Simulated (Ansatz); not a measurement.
**Ni: geometry relaxation (part 1 of 4)**

System: Ni (interface cell, 20 atoms in the cell).
Method: DFT PBEsol, scalar-relativistic, plane waves, PAW, spin-polarised (Ansatz 0.2.0).

The structure derives from an entry of the Crystallography Open Database. It belongs to a series of runs on one base structure; here: symmetric tilt boundary Sigma 5 (2 1 0), mirror between planes, shift [0.5, 0]. Figures and captions count atoms from 1; the log counts them from 0 in places.

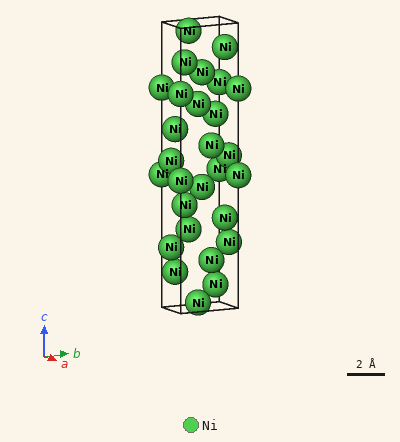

The structure as given in the input (spheres-only view of the cell of the calculation, seen slightly off an axis).

**Input**
```yaml
crystal:
  lattice:
    - [3.4631454478, 0.0, 0.0]
    - [-1.7315727239, 3.8719143186, 0.0]
    - [0.0, 0.0, 15.7876572745]
  atoms:
    - { symbol: Ni, position: [0.4, 0.8, 0.0735748361], spin: 0.73 }
    - { symbol: Ni, position: [0.2, 0.4, 0.2697743989], spin: 0.73 }
    - { symbol: Ni, position: [0.7, 0.4, 0.0245249454], spin: 0.73 }
    - { symbol: Ni, position: [0.5, 0.0, 0.2207245082], spin: 0.73 }
    - { symbol: Ni, position: [0.9, 0.8, 0.3188242896], spin: 0.73 }
    - { symbol: Ni, position: [0.8, 0.6, 0.1716746175], spin: 0.73 }
    - { symbol: Ni, position: [0.6, 0.2, 0.3678741803], spin: 0.73 }
    - { symbol: Ni, position: [0.1, 0.2, 0.1226247268], spin: 0.73 }
    - { symbol: Ni, position: [0.3, 0.6, 0.416924071], spin: 0.73 }
    - { symbol: Ni, position: [1.0, 1.0, 0.4659739617], spin: 0.73 }
    - { symbol: Ni, position: [0.9, 0.8, 0.916924071], spin: 0.73 }
    - { symbol: Ni, position: [0.7, 0.4, 0.7207245082], spin: 0.73 }
    - { symbol: Ni, position: [0.2, 0.4, 0.9659739617], spin: 0.73 }
    - { symbol: Ni, position: [1.0, 0.0, 0.7697743989], spin: 0.73 }
    - { symbol: Ni, position: [0.4, 0.8, 0.6716746175], spin: 0.73 }
    - { symbol: Ni, position: [0.3, 0.6, 0.8188242896], spin: 0.73 }
    - { symbol: Ni, position: [0.1, 0.2, 0.6226247268], spin: 0.73 }
    - { symbol: Ni, position: [0.6, 0.2, 0.8678741803], spin: 0.73 }
    - { symbol: Ni, position: [0.8, 0.6, 0.5735748361], spin: 0.73 }
    - { symbol: Ni, position: [0.5, 1.0, 0.5245249454], spin: 0.73 }
basis:
  ecutwfc: 420
kpoints:
  mp_grid: { grid: [10, 10, 3] }
hamiltonian:
  xc: pbesol
scf:
  occupations: { method: gaussian, width: 0.1 }
  lower_state_search: "off"
output:
  forces: true
  stress: true
  eigenvalues: true
  populations: true
  write_density: true
  write_potential: true
  elf: true
  volumetric_format: npy
magnetization:
  spin_polarized: true
relax:
  adjacent_minimum: "off"
  f_tol: 0.02
  max_steps: 60
  cell: { fix: [a, b, alpha, beta, gamma], stress_tol: 0.1 }
```

Run on 4 threads of Arm Neoverse V1, 24 GiB of memory available, shared host.

Command:
```bash
ansatz run input.yaml --threads 4 --pin off --max-ram 12288MiB --backend cpu --events-out ev --progress --plain --runs-dir out
```

**The program's output**
```
Engine: ansatz 0.2.0, aarch64-unknown-linux-gnu
Pseudopotentials: kind: paw
Pseudopotential: Ni, paw, valence charge 18, recommended cutoff 420 eV (normal), Ni.paw.azcp
Functional definition: PBEsol
  exchange = pbesol_x
  correlation = pbesol_c
Crystal: 20 atoms, lattice volume = 211.697 Å³
Basis set: ecut = 420 eV, 4121 PW (Γ), exchange–correlation on 48×60×216 points (8 copies of the dense FFT grid, shifted against one another)
Bands: 225, of which v1, the nominal top of the filled ones, is band 180 counted from 1 (179 counted from 0)
Symmetry: 8 space group operations
Space group: Cmce (ITA 64), of the structure as read, at distance tolerance 6.0e-5 Å
Magnetic group: BNS 64.469 (UNI 567), of the structure as read, at distance tolerance 6.0e-5 Å
k-points: 62 of 300
Non-local potential: Ni, projectors of the file, l = 0: 3, l = 1: 2, l = 2: 3, l = 3: 1
PAW form: soft (Blöchl's): semilocal exchange-correlation on the pseudo side does not see the compensation charge
PAW frozen core: Ni, regenerated for the run's functional, and the local potential with it (the file was generated under x = pbe(κ = 0.804, μ = 0.2195149727645171), c = pbe(β = 0.06672455060314922))
PAW one-centre angular grid: Ni, 590 points (default); XC on 64 Gauss nodes
Initial density: superposition of atomic densities (chi_scale 0.1, normalization cell)
Starting moments: Σ|m| = 14.6 μB on 20 of 20 sites
Initial wavefunctions: pseudopotential atomic-orbital guess
Functional: x = pbesol(κ = 0.804, μ = 0.12345679012345678), c = pbesol(β = 0.046)
iter 1 solved again at ethr=2.11e-3 eV; its pass at ethr=3.10e-3 eV (dr2=7.58e0 eV) is discarded
SCF iter   1: F=—  HF=-116094.781849 eV  |F-HF|=—  |Δ(HF+E_count)|=         —  Δρ=4.16e-2 (↑1.85e-2 ↓4.16e-2)  dr2=7.60e0  dr2_m=4.88e-1  M=12.410 μB ∫|m|=12.920 μB  β_m=0.30  ethr=2.11e-3  ⟨swp⟩=2.0  Hψ=116681  notcnv=0
preconditioner: auto → Kerker (q_TF=auto, 2.981 Å⁻¹)  [metal: Δε(μ)=0.002 eV  Ē_g=9.252 eV  σ=0.100 eV  W_gap=0.01  n_scr=84 (ndim 8)  ℏωp=36.1 eV  f_vac=0.000  D(μ)=33.50/eV (n_scr^D=550)]
spin=Collinear: Kerker preconditioning applied to the charge; magnetization (m = ρ↑ − ρ↓) channel mixes plain (no charge-response kernel on spin).
SCF iter   2: F=—  HF=-116095.451031 eV  |F-HF|=—  |Δ(HF+E_count)|=   6.69e-1  Δρ=9.44e-2 (↑3.52e-2 ↓9.44e-2)  dr2=4.16e1  dr2_m=1.90e0  M=11.543 μB ∫|m|=12.239 μB  β_m=0.30  ethr=2.11e-3  ⟨swp⟩=2.7  Hψ=34193  notcnv=0
SCF iter   3: F=—  HF=-116094.664146 eV  |F-HF|=—  |Δ(HF+E_count)|=   7.87e-1  Δρ=2.10e-2 (↑1.31e-2 ↓2.10e-2)  dr2=1.95e0  dr2_m=1.88e-1  M=12.201 μB ∫|m|=13.025 μB  β_m=0.30  ethr=2.11e-3  ⟨swp⟩=2.0  Hψ=33259  notcnv=0  defer=3930
SCF iter   4: F=—  HF=-116094.731358 eV  |F-HF|=—  |Δ(HF+E_count)|=   6.72e-2  Δρ=4.80e-2 (↑1.64e-2 ↓4.80e-2)  dr2=9.24e0  dr2_m=5.83e-1  M=12.160 μB ∫|m|=13.116 μB  β_m=0.30  ethr=5.42e-4  ⟨swp⟩=2.3  Hψ=37848  notcnv=0  defer=3930
SCF iter   5: F=—  HF=-116094.349495 eV  |F-HF|=—  |Δ(HF+E_count)|=   3.82e-1  Δρ=1.38e-2 (↑9.09e-3 ↓1.38e-2)  dr2=3.44e-1  dr2_m=1.13e-1  M=12.147 μB ∫|m|=13.203 μB  β_m=0.30  ethr=5.42e-4  ⟨swp⟩=2.0  Hψ=36475  notcnv=0  defer=3930
SCF iter   6: F=—  HF=-116094.416169 eV  |F-HF|=—  |Δ(HF+E_count)|=   6.67e-2  Δρ=1.13e-2 (↑6.61e-3 ↓1.13e-2)  dr2=5.77e-1  dr2_m=6.34e-2  M=12.174 μB ∫|m|=13.309 μB  β_m=0.30  ethr=9.57e-5  ⟨swp⟩=2.6  Hψ=48624  notcnv=0  defer=3899
Mixer restart at iter 6: flushing history
spin-set hold released at iteration 6 (site moments contracting): the magnetisation degrees of freedom join the quasi-Newton model from the next iteration; the mixer history was flushed
SCF iter   7: F=—  HF=-116094.477616 eV  |F-HF|=—  |Δ(HF+E_count)|=   6.14e-2  Δρ=2.55e-2 (↑7.53e-3 ↓2.55e-2)  dr2=2.05e0  dr2_m=2.18e-1  M=12.231 μB ∫|m|=13.436 μB  β_m=0.14  ethr=9.57e-5  ⟨swp⟩=2.1  Hψ=35745  notcnv=0  defer=3882  recentre
SCF iter   8: F=—  HF=-116094.418035 eV  |F-HF|=—  |Δ(HF+E_count)|=   5.96e-2  Δρ=7.76e-3 (↑5.41e-3 ↓7.76e-3)  dr2=3.11e-1  dr2_m=4.15e-2  M=12.196 μB ∫|m|=13.375 μB  β_m=0.08  ethr=9.57e-5  ⟨swp⟩=2.0  Hψ=34862  notcnv=0  defer=3878
SCF iter   9: F=—  HF=-116094.428638 eV  |F-HF|=—  |Δ(HF+E_count)|=   1.06e-2  Δρ=7.59e-3 (↑3.71e-3 ↓7.59e-3)  dr2=9.20e-2  dr2_m=4.35e-2  M=12.239 μB ∫|m|=13.482 μB  β_m=0.03  ethr=8.65e-5  ⟨swp⟩=1.0  Hψ=24151  notcnv=0  defer=3878
SCF iter  10: F=—  HF=-116094.434533 eV  |F-HF|=—  |Δ(HF+E_count)|=   5.89e-3  Δρ=4.47e-3 (↑2.80e-3 ↓4.47e-3)  dr2=2.00e-2  dr2_m=2.30e-2  M=12.260 μB ∫|m|=13.557 μB  β_m=0.19  ethr=2.56e-5  ⟨swp⟩=1.0  Hψ=24087  notcnv=0  defer=3878
SCF iter  11: F=—  HF=-116094.446754 eV  |F-HF|=—  |Δ(HF+E_count)|=   1.22e-2  Δρ=2.84e-3 (↑1.48e-3 ↓2.84e-3)  dr2=1.21e-2  dr2_m=4.75e-3  M=12.354 μB ∫|m|=13.848 μB  β_m=0.51  ethr=5.56e-6  ⟨swp⟩=2.0  Hψ=47915  notcnv=0  defer=3878
SCF iter  12: F=—  HF=-116094.447709 eV  |F-HF|=—  |Δ(HF+E_count)|=   9.55e-4  Δρ=5.40e-3 (↑1.64e-3 ↓5.40e-3)  dr2=8.07e-2  dr2_m=7.68e-3  M=12.378 μB ∫|m|=13.865 μB  β_m=0.34  ethr=3.35e-6  ⟨swp⟩=2.0  Hψ=38317  notcnv=0  defer=3878  recentre
SCF iter  13: F=—  HF=-116094.444141 eV  |F-HF|=—  |Δ(HF+E_count)|=   3.57e-3  Δρ=1.17e-3 (↑6.55e-4 ↓1.17e-3)  dr2=3.80e-3  dr2_m=6.96e-4  M=12.383 μB ∫|m|=13.874 μB  β_m=0.46  ethr=3.35e-6  ⟨swp⟩=2.0  Hψ=34339  notcnv=0  defer=3878
SCF iter  14: F=—  HF=-116094.444456 eV  |F-HF|=—  |Δ(HF+E_count)|=   3.15e-4  Δρ=6.02e-4 (↑4.46e-4 ↓6.02e-4)  dr2=1.55e-3  dr2_m=1.07e-4  M=12.389 μB ∫|m|=13.883 μB  β_m=0.70  ethr=1.06e-6  ⟨swp⟩=1.1  Hψ=24753  notcnv=0  defer=3878
SCF iter  15: F=—  HF=-116094.445136 eV  |F-HF|=—  |Δ(HF+E_count)|=   6.80e-4  Δρ=2.24e-3 (↑6.75e-4 ↓2.24e-3)  dr2=1.46e-2  dr2_m=1.28e-3  M=12.388 μB ∫|m|=13.878 μB  β_m=0.49  ethr=4.29e-7  ⟨swp⟩=2.0  Hψ=36049  notcnv=0  defer=3878  recentre
SCF iter  16: F=—  HF=-116094.444534 eV  |F-HF|=—  |Δ(HF+E_count)|=   6.02e-4  Δρ=1.49e-4 (↑1.03e-4 ↓1.49e-4)  dr2=9.10e-5  dr2_m=6.94e-6  M=12.394 μB ∫|m|=13.886 μB  β_m=0.49  ethr=4.29e-7  ⟨swp⟩=2.0  Hψ=35044  notcnv=0  defer=3878
SCF iter  17: F=—  HF=-116094.444721 eV  |F-HF|=—  |Δ(HF+E_count)|=   1.87e-4  Δρ=1.79e-4 (↑4.56e-5 ↓1.79e-4)  dr2=7.95e-5  dr2_m=1.19e-5  M=12.395 μB ∫|m|=13.888 μB  β_m=0.53  ethr=2.53e-8  ⟨swp⟩=2.0  Hψ=37629  notcnv=0  defer=3878
SCF iter  18: F=—  HF=-116094.444721 eV  |F-HF|=—  |Δ(HF+E_count)|=   8.91e-7  Δρ=1.86e-4 (↑6.97e-5 ↓1.86e-4)  dr2=1.78e-4  dr2_m=7.52e-6  M=12.395 μB ∫|m|=13.888 μB  β_m=0.41  ethr=2.21e-8  ⟨swp⟩=1.9  Hψ=28979  notcnv=0  defer=3878
SCF iter  19: F=—  HF=-116094.444718 eV  |F-HF|=—  |Δ(HF+E_count)|=   3.76e-6  Δρ=5.92e-5 (↑3.40e-5 ↓5.92e-5)  dr2=1.13e-5  dr2_m=1.55e-6  M=12.396 μB ∫|m|=13.888 μB  β_m=0.48  ethr=2.21e-8  ⟨swp⟩=1.0  Hψ=24087  notcnv=0  defer=3878
SCF iter  20: F=—  HF=-116094.444719 eV  |F-HF|=—  |Δ(HF+E_count)|=   1.57e-6  Δρ=1.09e-4 (↑3.07e-5 ↓1.09e-4)  dr2=3.65e-5  dr2_m=3.65e-6  M=12.396 μB ∫|m|=13.888 μB  β_m=0.34  ethr=3.15e-9  ⟨swp⟩=2.0  Hψ=32496  notcnv=0  defer=3878  recentre
SCF iter  21: F=—  HF=-116094.444718 eV  |F-HF|=—  |Δ(HF+E_count)|=   1.11e-6  Δρ=3.79e-5 (↑1.65e-5 ↓3.79e-5)  dr2=4.42e-6  dr2_m=5.80e-7  M=12.396 μB ∫|m|=13.888 μB  β_m=0.35  ethr=3.15e-9  ⟨swp⟩=2.0  Hψ=30288  notcnv=0  defer=3878
SCF iter  22: F=—  HF=-116094.444718 eV  |F-HF|=—  |Δ(HF+E_count)|=   1.37e-7  Δρ=5.00e-5 (↑1.68e-5 ↓5.00e-5)  dr2=7.93e-6  dr2_m=7.39e-7  M=12.396 μB ∫|m|=13.887 μB  β_m=0.35  ethr=1.23e-9  ⟨swp⟩=1.7  Hψ=26866  notcnv=0  defer=3878
SCF iter  23: F=—  HF=-116094.444718 eV  |F-HF|=—  |Δ(HF+E_count)|=   2.55e-7  Δρ=2.13e-5 (↑8.07e-6 ↓2.13e-5)  dr2=1.84e-6  dr2_m=1.23e-7  M=12.396 μB ∫|m|=13.887 μB  β_m=0.32  ethr=1.23e-9  ⟨swp⟩=1.2  Hψ=24266  notcnv=0  defer=3878
SCF iter  24: F=—  HF=-116094.444718 eV  |F-HF|=—  |Δ(HF+E_count)|=   6.15e-8  Δρ=1.25e-5 (↑3.65e-6 ↓1.25e-5)  dr2=6.09e-7  dr2_m=5.72e-8  M=12.396 μB ∫|m|=13.887 μB  β_m=0.37  ethr=5.12e-10  ⟨swp⟩=1.0  Hψ=24023  notcnv=0  defer=3878
SCF iter  25: F=—  HF=-116094.444718 eV  |F-HF|=—  |Δ(HF+E_count)|=   1.47e-8  Δρ=7.09e-6 (↑2.21e-6 ↓7.09e-6)  dr2=2.30e-7  dr2_m=1.61e-8  M=12.395 μB ∫|m|=13.887 μB  β_m=0.41  ethr=1.69e-10  ⟨swp⟩=1.0  Hψ=24022  notcnv=0  defer=3878
SCF iter  26: F=-116094.444718 eV  HF=-116094.444718 eV  |F-HF|=4.59e-8  |Δ(HF+E_count)|=   1.89e-9  Δρ=2.92e-6 (↑1.09e-6 ↓2.92e-6)  dr2=4.94e-8  dr2_m=2.71e-9  M=12.395 μB ∫|m|=13.887 μB  ethr=2.78e-11  ⟨swp⟩=12.0  Hψ=199275  notcnv=0
SCF 1 converged in 26 iterations: F = -116094.444718 eV  dr2 = 4.94e-8
  greatest PAW one-centre occupation: 1.002 electrons in one spin orbital (limit 2), on the Ni atom at site 19 (counted from 0), in its partial waves of l = 1
relax step   1: F+E_penalty+E_count = -116094.44471797 eV  Δ(F+E_penalty+E_count) = +0.000e0 eV  max|allowed force component| = 4.703e0 eV/Å  Δτ_max = 0.0000 Å  P = +8.609 GPa  Ω = 211.697 Å³  fix = [a, b, alpha, beta, gamma]  reactions: a +16.929, b +3.420 GPa; gamma +6.042 GPa/rad  (26 SCF iters, dr2 threshold 1.00e-7 eV, accepted)
Crystal: 20 atoms, lattice volume = 212.623 Å³
Basis set: ecut = 420 eV, 4137 PW (Γ), exchange–correlation on 48×60×216 points (8 copies of the dense FFT grid, shifted against one another)
Initial density: handed on by an earlier stage of this run
Starting moments: Σ|m| = 14.6 μB on 20 of 20 sites; this step starts from the density that it was given
Initial wavefunctions: those handed on with the density
iter 1 solved again at ethr=8.26e-5 eV; its pass at ethr=3.10e-3 eV (dr2=2.97e-1 eV) is discarded
```
